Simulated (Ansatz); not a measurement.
# Geometry relaxation of Ag

System: Ag (I4/mmm, 2 atoms in the cell).
Method: DFT LDA, scalar-relativistic, plane waves, PAW, no spin polarisation (Ansatz 0.2.0).

The structure derives from a Materials Project entry. It belongs to a series of runs on one base structure; here: film's bulk on the substrate's plane, third vector and atoms relaxed. Figures and captions count atoms from 1; the log counts them from 0 in places.

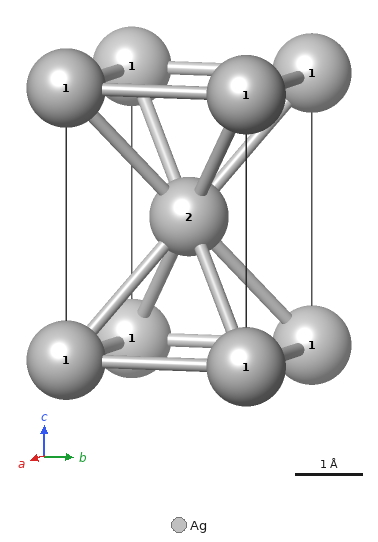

*The structure as given in the input (ball-and-stick view of the reduced cell, seen slightly off an axis; atoms are numbered from 1 in the order of the input).*

Near neighbours in the crystal (not all of them lie inside the picture): Ag has 12 Ag at 2.82 to 2.91 Å.

**The input**
```yaml
crystal:
  lattice:
    - [4.1210459609, 0.0, 0.0]
    - [0.0, 4.1210459609, 0.0]
    - [-2.0605229805, 0.0, 1.9316481694]
  atoms:
    - { symbol: Ag, position: [0.0, 0.0, 0.0] }
    - { symbol: Ag, position: [0.5, 0.5, 0.0] }
basis:
  ecutwfc: 420
kpoints:
  mp_grid: { grid: [9, 9, 18] }
hamiltonian:
  xc: lda
scf:
  occupations: { method: gaussian, width: 0.1 }
output:
  forces: true
  stress: true
  eigenvalues: true
  write_density: true
  write_potential: true
  elf: true
  volumetric_format: npy
relax:
  adjacent_minimum: "off"
  f_tol: 0.01
  max_steps: 50
  cell: { fix: [a, b, gamma], stress_tol: 0.1 }
```

Run on 4 threads of Intel Xeon @ 2.50GHz (Skylake/Cascade Lake), 192 GiB of memory available, shared host.

Launch command:
```bash
ansatz run input.yaml --threads 4 --pin off --max-ram 8192MiB --backend cpu --events-out ev --progress --plain --runs-dir out
```

**What the program printed**
```
Engine: ansatz 0.2.0, x86_64-unknown-linux-gnu
Pseudopotentials: kind: paw
Pseudopotential: Ag, paw, valence charge 19, recommended cutoff 420 eV (normal), Ag.paw.azcp
Functional definition: SPW92
  exchange = slater_x
  correlation = pw_c
Crystal: 2 atoms, lattice volume = 32.805 Å³
Basis set: ecut = 420 eV, 661 PW (Γ)
Bands: 23, of which v1, the nominal top of the filled ones, is band 19 counted from 1 (18 counted from 0)
Symmetry: 16 space group operations
Space group: I4/mmm (ITA 139), of the structure as read, at distance tolerance 3.2e-5 Å
k-points: 250 of 1458
Non-local potential: Ag, projectors of the file, l = 0: 3, l = 1: 2, l = 2: 2, l = 3: 1
PAW form: soft (Blöchl's): semilocal exchange-correlation on the pseudo side does not see the compensation charge
PAW frozen core: Ag, regenerated for the run's functional, and the local potential with it (the file was generated under x = pbe(κ = 0.804, μ = 0.2195149727645171), c = pbe(β = 0.06672455060314922))
PAW one-centre angular grid: Ag, 590 points (default); XC on 64 Gauss nodes
Initial density: superposition of atomic densities (neutral atoms: chi_scale 0, normalization atom), corrected by the library's trained network
Initial wavefunctions: pseudopotential atomic-orbital guess
Functional: x = slater, c = lda
SCF iter   1: F=—  HF=-14916.312387 eV  |F-HF|=—  |Δ(HF+E_count)|=         —  Δρ=1.42e-2  dr2=5.56e-2  ethr=1.77e-3  ⟨swp⟩=4.5  Hψ=20897  notcnv=0
preconditioner: auto → Kerker (q_TF=auto, 2.796 Å⁻¹)  [metal: Δε(μ)=0.059 eV  Ē_g=11.412 eV  σ=0.100 eV  W_gap=0.30  n_scr=14 (ndim 8)  ℏωp=30.4 eV  f_vac=0.000  D(μ)=0.32/eV (n_scr^D=0)]
SCF iter   2: F=—  HF=-14916.297120 eV  |F-HF|=—  |Δ(HF+E_count)|=   1.53e-2  Δρ=4.42e-3  dr2=4.00e-3  ethr=1.46e-4  ⟨swp⟩=2.6  Hψ=10667  notcnv=0  defer=4
SCF iter   3: F=—  HF=-14916.295847 eV  |F-HF|=—  |Δ(HF+E_count)|=   1.27e-3  Δρ=1.69e-3  dr2=3.20e-4  ethr=1.05e-5  ⟨swp⟩=2.1  Hψ=7371  notcnv=0  defer=4
SCF iter   4: F=—  HF=-14916.295762 eV  |F-HF|=—  |Δ(HF+E_count)|=   8.45e-5  Δρ=1.63e-4  dr2=4.00e-6  ethr=8.43e-7  ⟨swp⟩=3.0  Hψ=11307  notcnv=0  defer=4
SCF iter   5: F=—  HF=-14916.295769 eV  |F-HF|=—  |Δ(HF+E_count)|=   6.33e-6  Δρ=2.22e-5  dr2=1.76e-7  ethr=1.05e-8  ⟨swp⟩=2.8  Hψ=11064  notcnv=0  defer=4
SCF iter   6: F=-14916.295769 eV  HF=-14916.295769 eV  |F-HF|=9.73e-10  |Δ(HF+E_count)|=   3.51e-8  Δρ=3.97e-6  dr2=4.62e-9  ethr=2.63e-10  ⟨swp⟩=6.8  Hψ=29141  notcnv=0
SCF 1 converged in 6 iterations: F = -14916.295769 eV  dr2 = 4.62e-9
  greatest PAW one-centre occupation: 1.002 electrons in one spin orbital (limit 2), on the Ag atom at site 1 (counted from 0), in its partial waves of l = 0
relax step   1: F+E_penalty+E_count = -14916.29576878 eV  Δ(F+E_penalty+E_count) = +0.000e0 eV  max|allowed force component| = 6.311e-30 eV/Å  Δτ_max = 0.0000 Å  P = -3.081 GPa  Ω = 32.805 Å³  fix = [a, b, gamma]  reactions: a -3.751, b -3.751 GPa  (6 SCF iters, dr2 threshold 1.00e-7 eV, accepted)
Crystal: 2 atoms, lattice volume = 32.379 Å³
Basis set: ecut = 420 eV, 645 PW (Γ)
Initial density: handed on by an earlier stage of this run
Initial wavefunctions: those handed on with the density
iter 1 solved again at ethr=2.18e-6 eV; its pass at ethr=3.10e-3 eV (dr2=8.27e-4 eV) is discarded
SCF iter   1: F=—  HF=-14916.297828 eV  |F-HF|=—  |Δ(HF+E_count)|=         —  Δρ=1.42e-3  dr2=6.68e-4  ethr=2.18e-6  ⟨swp⟩=2.0  Hψ=28925  notcnv=0
preconditioner: auto → Kerker (q_TF=auto, 2.802 Å⁻¹)  [metal: Δε(μ)=0.034 eV  Ē_g=11.618 eV  σ=0.100 eV  W_gap=0.19  n_scr=14 (ndim 8)  ℏωp=30.6 eV  f_vac=0.000  D(μ)=0.36/eV (n_scr^D=0)]
SCF iter   2: F=—  HF=-14916.297652 eV  |F-HF|=—  |Δ(HF+E_count)|=   1.76e-4  Δρ=6.33e-4  dr2=1.05e-4  ethr=1.76e-6  ⟨swp⟩=2.5  Hψ=8207  notcnv=0
SCF iter   3: F=—  HF=-14916.297620 eV  |F-HF|=—  |Δ(HF+E_count)|=   3.12e-5  Δρ=2.39e-4  dr2=1.22e-5  ethr=2.76e-7  ⟨swp⟩=1.9  Hψ=6919  notcnv=0
SCF iter   4: F=—  HF=-14916.297618 eV  |F-HF|=—  |Δ(HF+E_count)|=   2.27e-6  Δρ=4.21e-5  dr2=3.24e-7  ethr=3.20e-8  ⟨swp⟩=2.8  Hψ=10353  notcnv=0
SCF iter   5: F=-14916.297618 eV  HF=-14916.297618 eV  |F-HF|=1.31e-8  |Δ(HF+E_count)|=   1.17e-8  Δρ=1.01e-5  dr2=2.77e-8  ethr=5.26e-10  ⟨swp⟩=6.7  Hψ=29102  notcnv=0
SCF 2 converged in 5 iterations: F = -14916.297618 eV  dr2 = 2.77e-8
relax step   2: F+E_penalty+E_count = -14916.29761805 eV  Δ(F+E_penalty+E_count) = -1.849e-3 eV  max|allowed force component| = 7.889e-31 eV/Å  Δτ_max = 0.0000 Å  P = -1.372 GPa  Ω = 32.379 Å³  energy of the carried Pulay correction = +5.679e-5 eV  fix = [a, b, gamma]  reactions: a -2.260, b -2.260 GPa  (5 SCF iters, dr2 threshold 2.00e-7 eV, accepted)
Crystal: 2 atoms, lattice volume = 32.459 Å³
iter 1 solved again at ethr=7.05e-8 eV; its pass at ethr=3.10e-3 eV (dr2=2.68e-5 eV) is discarded
SCF iter   1: F=—  HF=-14916.297716 eV  |F-HF|=—  |Δ(HF+E_count)|=         —  Δρ=2.62e-4  dr2=2.27e-5  ethr=7.05e-8  ⟨swp⟩=2.0  Hψ=26868  notcnv=0
preconditioner: auto → Kerker (q_TF=auto, 2.801 Å⁻¹)  [metal: Δε(μ)=0.042 eV  Ē_g=11.610 eV  σ=0.100 eV  W_gap=0.23  n_scr=14 (ndim 8)  ℏωp=30.6 eV  f_vac=0.000  D(μ)=0.34/eV (n_scr^D=0)]
SCF iter   2: F=—  HF=-14916.297710 eV  |F-HF|=—  |Δ(HF+E_count)|=   6.01e-6  Δρ=1.20e-4  dr2=3.63e-6  ethr=5.97e-8  ⟨swp⟩=2.5  Hψ=8350  notcnv=0
SCF iter   3: F=—  HF=-14916.297708 eV  |F-HF|=—  |Δ(HF+E_count)|=   1.10e-6  Δρ=4.40e-5  dr2=4.28e-7  ethr=9.55e-9  ⟨swp⟩=1.7  Hψ=6445  notcnv=0
SCF iter   4: F=-14916.297708 eV  HF=-14916.297708 eV  |F-HF|=4.10e-9  |Δ(HF+E_count)|=   8.59e-8  Δρ=8.81e-6  dr2=1.37e-8  ethr=5.26e-10  ⟨swp⟩=7.0  Hψ=30221  notcnv=0
SCF 3 converged in 4 iterations: F = -14916.297708 eV  dr2 = 1.37e-8
relax step   3: F+E_penalty+E_count = -14916.29770840 eV  Δ(F+E_penalty+E_count) = -9.035e-5 eV  max|allowed force component| = 1.657e-29 eV/Å  Δτ_max = 0.0000 Å  P = -1.707 GPa  Ω = 32.459 Å³  energy of the carried Pulay correction = +4.602e-5 eV  fix = [a, b, gamma]  reactions: a -2.559, b -2.559 GPa  (4 SCF iters, dr2 threshold 2.00e-7 eV, accepted)
Initial wavefunctions: pseudopotential atomic-orbital guess (no wavefunctions were taken with the density)
iter 1 solved again at ethr=3.42e-10 eV; its pass at ethr=3.10e-3 eV (dr2=1.30e-7 eV) is discarded
SCF iter   1: F=—  HF=-14916.297659 eV  |F-HF|=—  |Δ(HF+E_count)|=         —  Δρ=2.06e-5  dr2=2.46e-8  ethr=3.42e-10  ⟨swp⟩=4.0  Hψ=41281  notcnv=0
preconditioner: auto → Kerker (q_TF=auto, 2.801 Å⁻¹)  [metal: Δε(μ)=0.041 eV  Ē_g=11.608 eV  σ=0.100 eV  W_gap=0.23  n_scr=14 (ndim 8)  ℏωp=30.6 eV  f_vac=0.000  D(μ)=0.34/eV (n_scr^D=0)]
SCF iter   2: F=—  HF=-14916.297659 eV  |F-HF|=—  |Δ(HF+E_count)|=   1.73e-9  Δρ=1.14e-5  dr2=9.24e-9  ethr=6.47e-11  ⟨swp⟩=1.0  Hψ=5750  notcnv=0
SCF iter   3: F=—  HF=-14916.297659 eV  |F-HF|=—  |Δ(HF+E_count)|=   1.17e-9  Δρ=1.44e-6  dr2=5.06e-10  ethr=2.43e-11  ⟨swp⟩=1.3  Hψ=5859  notcnv=0
SCF iter   4: F=—  HF=-14916.297659 eV  |F-HF|=—  |Δ(HF+E_count)|=  1.82e-11  Δρ=5.83e-7  dr2=1.06e-10  ethr=1.00e-12  ⟨swp⟩=5.2  Hψ=24295  notcnv=0
SCF iter   5: F=-14916.297659 eV  HF=-14916.297659 eV  |F-HF|=3.64e-12  |Δ(HF+E_count)|=  9.09e-12  Δρ=1.32e-7  dr2=3.70e-12  ethr=1.00e-12  ⟨swp⟩=5.0  Hψ=23606  notcnv=0
SCF 4 converged in 5 iterations: F = -14916.297659 eV  dr2 = 3.70e-12
relax step   4: F+E_penalty+E_count = -14916.29765905 eV  Δ(F+E_penalty+E_count) = +4.935e-5 eV  max|allowed force component| = 2.209e-29 eV/Å  Δτ_max = 0.0000 Å  P = -1.705 GPa  Ω = 32.459 Å³  fix = [a, b, gamma]  reactions: a -2.558, b -2.558 GPa  stress off target by 1.03e-3 GPa on what of the cell is left free  SCF on the basis re-selected at this cell (its energy is not comparable with the rows above)  (5 SCF iters)
```

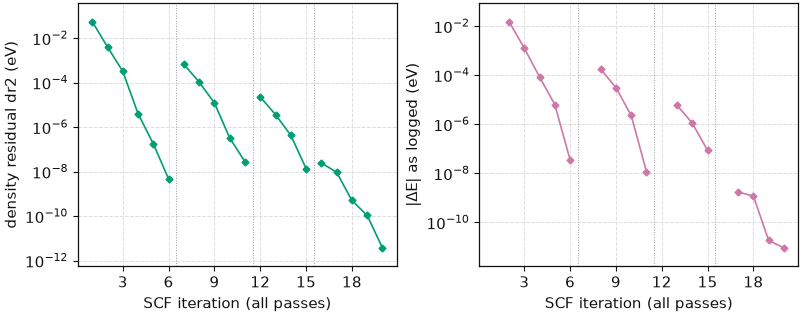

*Convergence of the self-consistent field: density residual dr2 and size of the energy change against the SCF iteration. The dotted lines part the SCF passes of the relaxation: geometry steps, rejected trials and re-solves on a re-selected basis.*

The passes take 6, 5, 4 and 5 iterations.

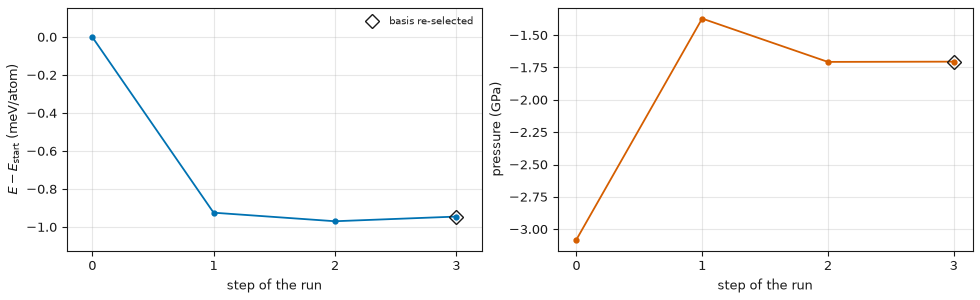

*Progress of the relaxation, step by step (the first geometry is step 0 here and step 1 in the log).*

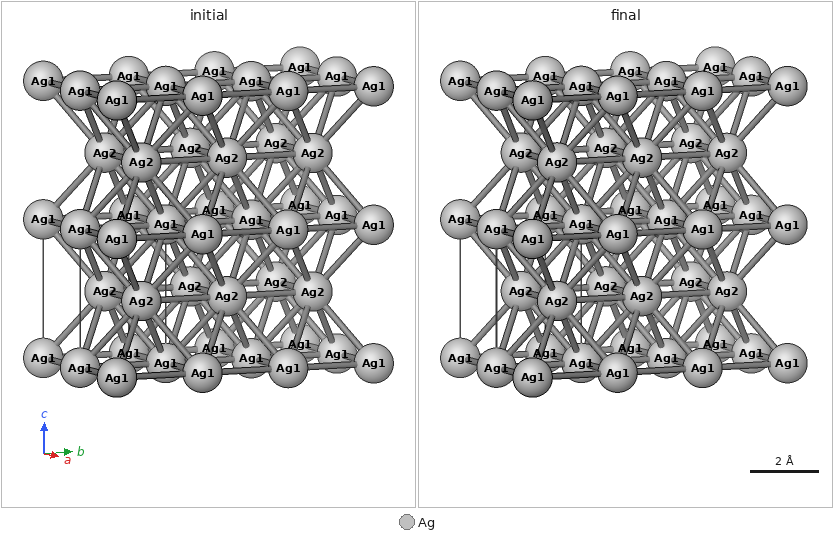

*Before (left) and after (right) the relaxation, at one scale (ball-and-stick view of the reduced cell, repeated 2 × 3 × 2, seen slightly off an axis).*

The energy falls by 1.0 meV per atom in 2 geometry steps. All forces vanish by symmetry, so only the cell relaxes. The pressure goes from −3.08 to −1.70 GPa. The atoms keep their places relative to the cell (all moves are under 0.005 Å). The volume changes by −1.1 %, with a = b 2.824 → 2.810 Å (−0.5 %), c stays at 4.121 Å, γ 93.7° → 94.3°. Among the contacts that change: Ag1–Ag1 2.824 → 2.810 Å. The space group stays I4/mmm (No. 139). A last SCF at the same geometry on a re-selected plane-wave basis shifts the energy by +0.0 meV per atom. (Atoms are counted from 1 in the order of the input.)

```
basis re-selected at this cell: Δ(F+E_penalty+E_count) = +4.935e-5 eV, ΔP = +0.002 GPa vs the last step (what re-selecting the basis moved, of the pressure what is left beyond the Pulay correction that the steps carried, after the strain that the cell walked since its last selection, with what the two solves' SCF thresholds leave and, on support functions, any second-order correction that the steps lacked; it is no measure of the basis error at this ecutwfc). This SCF's stress stands 1.03e-3 GPa from its target on what of the cell is left free (relax.cell.stress_tol is 1.00e-1 GPa) and its largest allowed force component is 2.21e-29 eV/Å (relax.f_tol is 1.00e-2 eV/Å): within both
SCF converged after 5 iterations
Free energy (F): -14916.297659 eV
Harris-Foulkes:  -14916.297659 eV  (|F-HF|=3.64e-12)
Internal energy: -14916.295976 eV  (E = F + TS)
E sigma→0 (E₀):  -14916.296818 eV
Entropy (-TS):   -0.001683 eV (-0.841 meV/atom)
Fermi energy:    18.074664 eV
--- Per-component energies (eV) ---
  E_band       = -442.340670
  E_kinetic    = 1056.227315
  E_local      = -4241.396411  (includes V_loc(G=0)·N_el)
  E_nonlocal   = 172.474340
  E_hartree    = 1933.273953
  E_xc         = -368.379119
  E_vxc        = -470.540824  (∫ρ·V_xc dr)
  E_paw        = -7540.153320  (= ΣΔE_a)
  E_vpaw       = -825.653625  (= ΣTr[D̂ρ^β])
  E_aug_tail   = 0.000511  (compensation charges beyond the density's cutoff)
  E_ewald      = -5929.792861
  E_core_change = 1.449615  (= ΣΔE_core)
  E_smearing   = -0.001683  (= −TS)
  E_closure    = -0.000000  (closes the sum)
  Σ components = -14916.297659   (vs F -14916.297659, Δ=0.00e0)
--- Forces (eV/Å), atoms counted from 1 ---
  atom   1  Ag     0.00000000    -0.00000000     0.00000000
  atom   2  Ag     0.00000000    -0.00000000     0.00000000
  max |Σ_I F_I| component: 5.68e-29 eV/Å
--- Stress (GPa, compression-positive) ---
       -2.557756       0.000000      -0.000000
       -0.000000      -2.557756      -0.000000
       -0.000000      -0.000000       0.001032
  P = ⅓ Tr σ = -1.7048 GPa (-17.048 kbar)
--- Band table (eV; the first three rows and the last of 250) ---
  k-point 0: bands = ["-73.7790", "-73.7518", "-37.4076", "-37.2983", "-37.2681", "-37.2175", "-37.2175", "-37.2129", "9.8662", "11.3477", "11.5368", "13.0173", "13.0173", "13.4988", "14.0372", "14.5486", "15.1383", "15.2247", "15.5717", "19.1514", "24.5475", "29.3166", "29.4942"]
  k-point 1: bands = ["-73.7780", "-73.7517", "-37.4034", "-37.2985", "-37.2723", "-37.2205", "-37.2205", "-37.2192", "10.0154", "11.4340", "11.5996", "13.0685", "13.0685", "13.4296", "14.0687", "14.4947", "15.0725", "15.2251", "15.2391", "19.6080", "24.5565", "28.9090", "28.9586"]
  k-point 2: bands = ["-73.7750", "-73.7517", "-37.3913", "-37.2992", "-37.2844", "-37.2372", "-37.2289", "-37.2289", "10.4473", "11.6730", "11.7884", "13.2208", "13.2208", "13.2345", "14.1603", "14.3509", "14.5396", "14.8842", "15.2259", "20.6746", "24.5933", "27.8762", "27.8858"]
  k-point 249: bands = ["-73.7599", "-73.7566", "-37.3470", "-37.3348", "-37.3051", "-37.2883", "-37.2606", "-37.2517", "12.4578", "12.6147", "12.8260", "12.8479", "12.9799", "13.2609", "13.7620", "13.9543", "14.0097", "14.2997", "16.3885", "17.3104", "28.4018", "28.6571", "29.4859"]
--- Relaxed structure (3 steps of the walk, 3 accepted, 1 SCFs on fresh bases) ---
  F+E_penalty+E_count = -14916.29765905 eV   max|allowed force component| = 2.209e-29 eV/Å   (the final SCF, on the basis selected at the relaxed cell)
  cell:  # Å, volume = 32.4594 Å³
    - [4.1210459609, 1.1842930285195867e-26, 5.3335815782303106e-11]
    - [1.1749292665825412e-26, 4.1210459609, 7.235005649124617e-18]
    - [-2.0605229804747367, 3.3912471556797374e-18, 1.9112844101039226]
  atoms:
    - { symbol: Ag, position: [0.0, 0.0, 0.0] }
    - { symbol: Ag, position: [0.5000000000000001, 0.5000000000000001, -1.6155871338926322e-27] }
```

**Trajectory as extended XYZ (Å, eV, eV/Å), 4 frames, from step=1 to step=4**
```
2
Lattice="4.1210 0.0000 0.0000 0.0000 4.1210 0.0000 -2.0605 0.0000 1.9316" Properties=species:S:1:pos:R:3:forces:R:3 step=1 energy=-14916.29577 pressure_GPa=-3.08
Ag    0.0000    0.0000    0.0000    0.0000   0.0000   0.0000
Ag    2.0605    2.0605    0.0000    0.0000   0.0000   0.0000
2
Lattice="4.1210 0.0000 0.0000 0.0000 4.1210 0.0000 -2.0605 0.0000 1.9065" Properties=species:S:1:pos:R:3:forces:R:3 step=2 energy=-14916.29762 pressure_GPa=-1.37
Ag    0.0000    0.0000    0.0000    0.0000   0.0000   0.0000
Ag    2.0605    2.0605    0.0000    0.0000   0.0000   0.0000
2
Lattice="4.1210 0.0000 0.0000 0.0000 4.1210 0.0000 -2.0605 0.0000 1.9113" Properties=species:S:1:pos:R:3:forces:R:3 step=3 energy=-14916.29771 pressure_GPa=-1.71
Ag    0.0000    0.0000    0.0000    0.0000   0.0000   0.0000
Ag    2.0605    2.0605    0.0000    0.0000   0.0000   0.0000
2
Lattice="4.1210 0.0000 0.0000 0.0000 4.1210 0.0000 -2.0605 0.0000 1.9113" Properties=species:S:1:pos:R:3:forces:R:3 step=4 energy=-14916.29766 pressure_GPa=-1.70
Ag    0.0000    0.0000    0.0000    0.0000   0.0000   0.0000
Ag    2.0605    2.0605    0.0000    0.0000   0.0000   0.0000
```

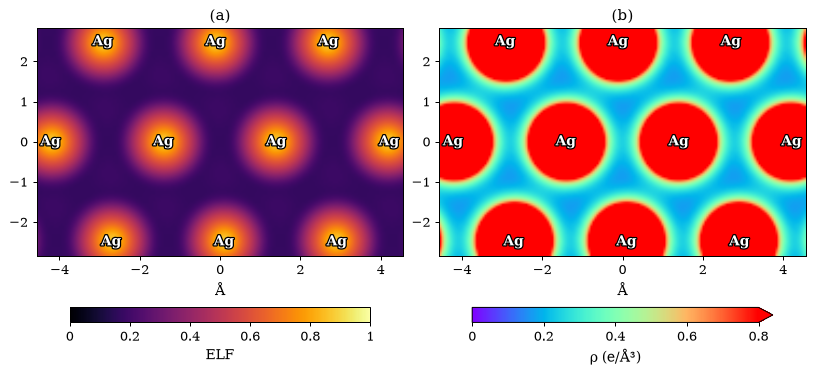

*(a) electron localisation function; (b) valence pseudo-density on the (110) plane of the calculation cell.*

Atoms in the plane: Ag. Ag–Ag (2.81 Å): ρ is about 0.25 e/Å³ halfway; the ELF is about 0.15 at the midpoint; no shared electron pair. Ag–Ag (2.91 Å): the density is about 0.22 e/Å³ at the midpoint; the ELF is about 0.15 at the midpoint (no localised pair between them). Away from the nuclei the density in this plane falls to 0.17 e/Å³ at its lowest. The strong features right at Ag lie inside the PAW spheres (semicore, d or f shells) and say nothing about bonding. Core electrons are frozen (PAW), so the fields are smoothed inside the atomic spheres.

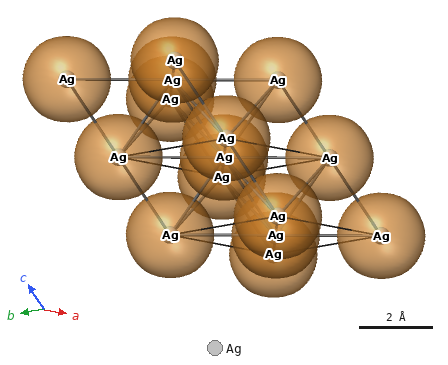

*Isosurface of the valence charge density (pseudo) at 0.3 e/Å³ (orange), seen at an oblique angle. Sticks mark near contacts. The outline is the calculation cell.*

At this value the density breaks into separate islands; it holds about 90 % of the electrons treated as valence (semicore included). It is pinched off along the Ag–Ag (2.81 Å) and Ag–Ag (2.91 Å) contacts. On the grid the lowest density along these lines, outside the cores, is 0.25 e/Å³ (Ag–Ag, 2.81 Å) and 0.22 e/Å³ (Ag–Ag, 2.91 Å).

**Key numbers**

| quantity | value |
| --- | --- |
| outcome | converged |
| space group (tolerance 0.01 Å) | I4/mmm (139) |
| electrons treated | 38 |
| free energy | −14916.2977 eV |
| Fermi energy | 18.075 eV |
| gap on the k-point mesh | none (metallic) |
| pressure | −1.70 GPa |
| final volume | 32.46 Å³ |
| largest force (length of the vector) at the end | under 0.001 eV/Å |
| final cell | a = 4.121 Å, b = 4.121 Å, c = 2.810 Å, α = 90.00°, β = 137.15°, γ = 90.00° |
| wall time | 17 s (CPU time 60 s) |
| peak memory | 0.52 GiB |
